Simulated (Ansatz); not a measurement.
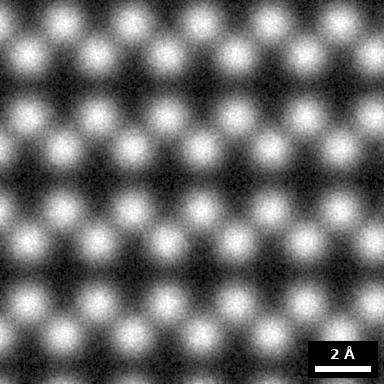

HAADF-like image of a crystal. The image is simulated as a sum over atoms of Z^1.7, blurred by a 1.09 Å probe (no channelling). The probe carries 25 % of its weight in a tail 2.5 times as wide. The display is stretched by a gamma of 0.65; percentages refer to the linear signal. Shot noise was added.

Question: What two-dimensional lattice does the image show, and how large is its cell?

Answer: The pattern repeats on a centred rectangular net of 2.5 × 6.8 Å.

Question: What is the plane group of the image?

Answer: c2mm: perpendicular mirror lines on a centred net, with further twofold points between them.

Question: How many columns does the smallest repeating cell hold, and how many levels of brightness?

Answer: 2 columns in the primitive cell of 8.6 Å², all of one brightness.

The crystal is Ca (P6_3/mmc, No. 194) seen along [201]. Structure used: the end point of a relaxation at fixed volume with DFT HSE06, scalar-relativistic, plane waves, PAW (Ansatz 0.2.0); the starting structure was generated, so it need not be a known form of this composition.
